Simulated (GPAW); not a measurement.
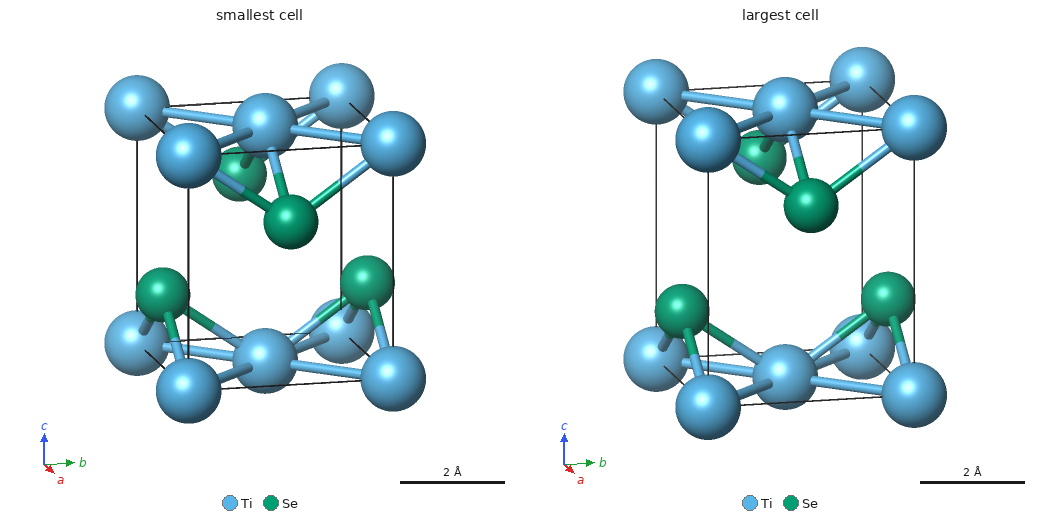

TiSe, space group P4/nmm (No. 129), relaxed (cell and atoms, zero pressure) with five choices of dispersion term on top of PBEsol; the smallest and the largest of the relaxed conventional cells are drawn to one scale (sticks follow a distance rule). The start was a structure listed in the Materials Project. It needn't be the stable form of this composition.

Alike in all runs: GPAW 26.7.0; functional PBEsol; potentials PAW data sets generated in the run's folder for this functional; cutoff 600 eV; k mesh 5 × 5 × 4 on the run's cell of 4 atoms; occupations fermi-dirac, width 0.05 eV; no spin polarisation; no spin-orbit coupling. All runs are metallic.

| level | volume (Å³/atom) | a (Å) | c (Å) |
| --- | --- | --- | --- |
| none | 22.52 | 4.114 | 5.321 |
| D3(BJ)-ATM | ? | ? | ? |
| D4 | 21.09 | 4.108 | 4.997 |
| D3(BJ) | 19.52 | 4.085 | 4.680 |
| D3 | 21.12 | 4.098 | 5.030 |

Q: What does D3(BJ)-ATM give?

A: Volume 19.81 Å³/atom; a 4.086 Å; c 4.746 Å. That is between D3(BJ) and D4 in volume.

Q: Order the levels by the relaxed volume, smallest first.

A: D3(BJ) (19.52 Å³/atom), D3(BJ)-ATM (19.81 Å³/atom), D4 (21.09 Å³/atom), D3 (21.12 Å³/atom), none (22.52 Å³/atom). Rows within a few tenths of a per cent can't be told apart.

Caveat: later steps reuse the first step's grids; the relaxed volumes lie -25 to -14 % from the starting cell; pairwise dispersion terms can overbind metals strongly.
